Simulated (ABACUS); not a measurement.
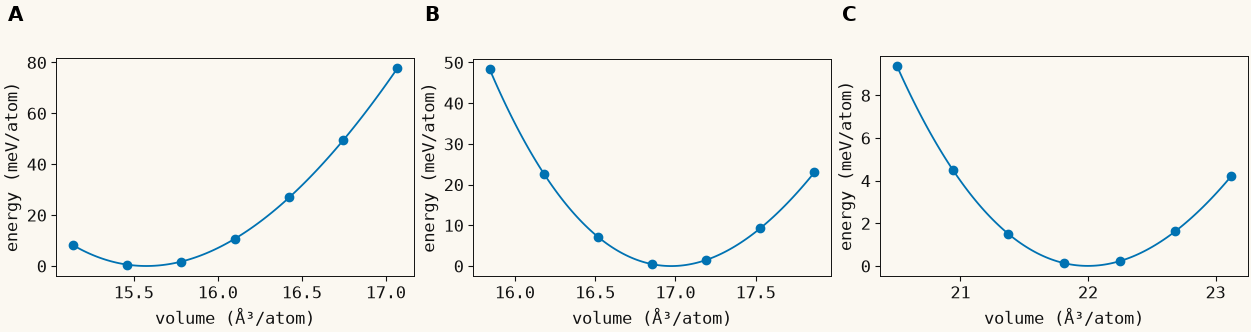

Each panel shows the energy against volume for one of these solids: Au, Fm-3m (No. 225); NaCl, Fm-3m (No. 225); NbP, I4_1md (No. 109).

How it was computed, with ABACUS 3.10.1: DFT in plane waves or numerical atomic orbitals with pseudopotentials, no spin polarisation; energies at scaled volumes of the given cell, shape and fractions fixed, counted from the fit's minimum, third-order Birch-Murnaghan fit. Level: PBEsol.

Match the panels to the solids.

Answer. A is NbP (energy from 0.56 meV/atom to 77.76 meV/atom, V0 15.57 Å³/atom, B0 204 GPa); B is Au (energy from 0.46 meV/atom to 48.31 meV/atom, V0 16.97 Å³/atom, B0 176 GPa); C is NaCl (energy from 0.13 meV/atom to 9.37 meV/atom, V0 22 Å³/atom, B0 25.8 GPa).

For Au, limits of the calculation: spin-orbit coupling left out, heavy elements.

For NbP, limits of the calculation: shape and atomic fractions are frozen while scaling, which makes layered, chain and framework solids too stiff.
